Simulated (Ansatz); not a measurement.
Structure data:

```yaml
crystal:
  lattice:
    - [3.18352, 0.00000, 0.00000]
    - [-1.59176, 2.75701, 0.00000]
    - [0.00000, 0.00000, 15.59453]
  atoms:
    - { symbol: W, position: [0.33333, 0.66667, 0.50000] }
    - { symbol: S, position: [0.66667, 0.33333, 0.40800] }
    - { symbol: S, position: [0.66667, 0.33333, 0.59200] }
```

Give a crystallographic description of this input.

Formula: WS₂. With Z = 1, the cell contains 1 W, 2 S. The polyhedra are WS6 trigonal prisms; they share edges. W is linked to six S in a trigonal prismatic arrangement at 2.33 Å. Each S has three W in a trigonal pyramidal arrangement at 2.33 Å. Not all metal-metal contacts are counted. The bonds build WS2 layers parallel to (001).

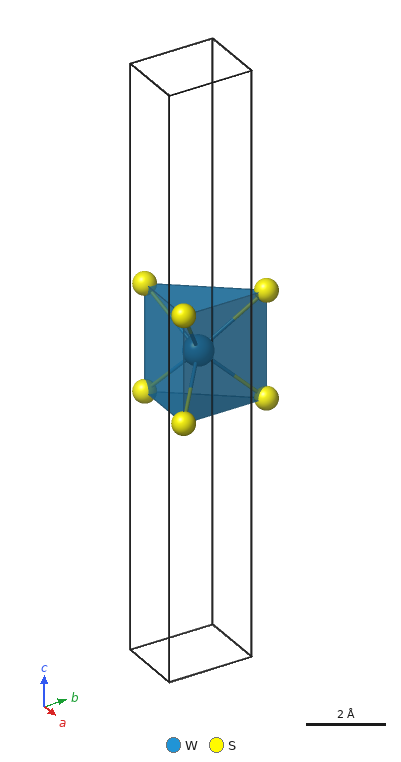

The figure gives a polyhedral picture of the atoms, viewed slightly off an axis. The simulation cell is drawn as a box. Some atoms of the next cells are drawn as well. Colours: tungsten blue, sulfur yellow.

Provenance: a structure listed in the Materials Project. The cell was then strained or its atoms displaced on purpose. It was run through Ansatz as a DFT input.

At this level of theory the cell isn't at rest (forces up to 2.5 eV/Å), so its distances can differ from those at equilibrium, the more so the softer the solid.
